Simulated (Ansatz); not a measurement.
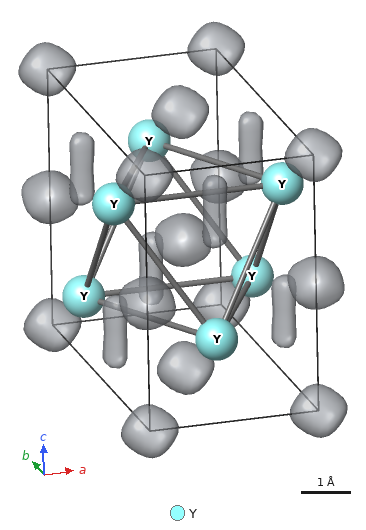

Figure 1: Y. Isosurface of the electron localisation function at 0.7 (grey), seen at an oblique angle. Only the valence region is drawn (cores and ρ < 0.01 e/Å³ removed). Sticks mark near contacts.

Space group C2/c.

Theory: Ansatz 0.2.0, DFT r2SCAN, scalar-relativistic, plane waves, PAW.

In a PAW calculation such maps are meaningful between the atoms, not at the nuclei.

What do the ELF domains correspond to?

Answer. At this value the surface marks out eight pockets between the atoms, centred on no nucleus (multi-centre or interstitial), counted in one cell of 4 atoms. Regions shared between cells count once. There are no localised bonds or lone pairs at this value. Along the contacts the grid gives the following. Y–Y (3.53 Å): the ELF is about 0.15 at the midpoint (no shared electron pair shows on this line). Y–Y (3.58 Å): the ELF is about 0.20 at the midpoint: no localised pair shows between them.

Metal or insulator at this level of theory?

Answer. It is gapless in this calculation (a metal or semimetal).
